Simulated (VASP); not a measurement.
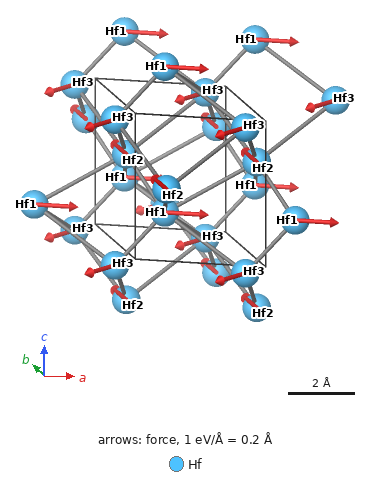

Starting geometry of a crystal of Hf (a generated structure, set up in P3_121) with the computed forces as red arrows. The picture is a ball-and-stick view of the cell of the calculation, seen slightly off an axis.

The run lets cell and atoms move.

Level of theory: Kohn-Sham DFT of a periodic cell, PBEsol, VASP PAW PBE potentials, recommended (VASP).

The input:
```
SYSTEM = Hf
PREC = Accurate
ENCUT = 600
EDIFF = 1E-6
ISMEAR = 0
SIGMA = 0.1
LREAL = .FALSE.
LASPH = .TRUE.
NELM = 100
ALGO = Normal
ISIF = 3
LWAVE = .FALSE.
LCHARG = .FALSE.
GGA = PS
IBRION = 2
NSW = 90
EDIFFG = -0.04
```

Command:
```bash
cat potpaw_PBE.64/Hf_pv/POTCAR > POTCAR
mpirun -np 1 vasp_std > vasp.out
```

Q: Is this structure relaxed? If not, where do the atoms go?

A: It isn't relaxed: the largest force vector, on Hf atoms, is 6.99 eV/Å. The atoms end up moving mostly along the starting forces (cosine between the two patterns 1.00). Over 47 geometry steps the energy falls by 2525 meV per atom. Largest force component: 7 eV/Å at the start, 0.01 eV/Å at the end. Pressure: 15.57 GPa at the start and 0.03 GPa at the end. The largest moves relative to the cell, 0.34 Å, are those of Hf1, Hf2 and Hf3. Hf2 goes along +b. The volume changes by −5.7 %, with a = b 4.108 → 3.119 Å (−24.1 %), c 4.661 → 7.628 Å (+63.6 %). Some distances before and after: Hf1–Hf2 3.497 → 5.397 Å, Hf1–Hf1 4.108 → 3.119 Å, Hf1–Hf2 (another image) 2.233 → 3.120 Å, Hf1–Hf2 (another image) 3.233 → 3.113 Å. Bond angles that change, for instance: Hf2–Hf1–Hf3 65.5° → 120.2°, Hf2–Hf1–Hf3 81.2° → 120.0°, Hf2–Hf1–Hf2 95.7° → 60.0°. The space group stays P3_121 (No. 152).
